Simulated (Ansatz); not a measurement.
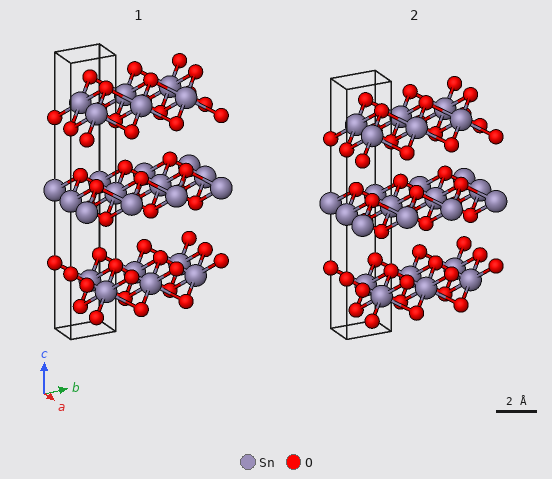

Two geometries of a crystal of SnO₂ (set up in R-3m) (coarse preliminary run), drawn at one scale. One is the start of a relaxation, the other its converged end. Style: ball-and-stick. Shown: the conventional cell (3 times the calculation's cell), repeated 2 × 3 × 1 with one cell outlined, slightly off an axis. Lengths and directions refer to the drawn axes.

All numbers below come from DFT r2SCAN, scalar-relativistic, plane waves, PAW in Ansatz. Settings: plane-wave cutoff 500 eV; k-point mesh 6 × 6 × 6; occupations gaussian; smearing width 0.1 eV; no spin polarisation; cell and atoms relaxed; force threshold 0.05 eV/Å; at most 80 steps.

> Which of the two is the end point?

Structure 2 is the relaxed one. The largest moves relative to the cell, 0.056 Å, are those of O atoms. Sn stays in place. The volume changes by −10.9 %, with a = b 3.234 → 3.209 Å (−0.8 %), c 14.402 → 13.026 Å (−9.5 %). Near-neighbour distances that change, for instance: O–Sn 2.125 → 2.093 Å. The space group stays R-3m (No. 166). Over 4 accepted moves (5 points after the start) the energy falls by 21.8 meV per atom. The largest force component goes from 0.63 to 0.0026 eV/Å. The pressure goes from −7.18 to 0.12 GPa. The SCF was repeated once at an unchanged geometry on a basis and grid sized afresh for the cell, which shifted the energy by 0.8 meV per atom at most.
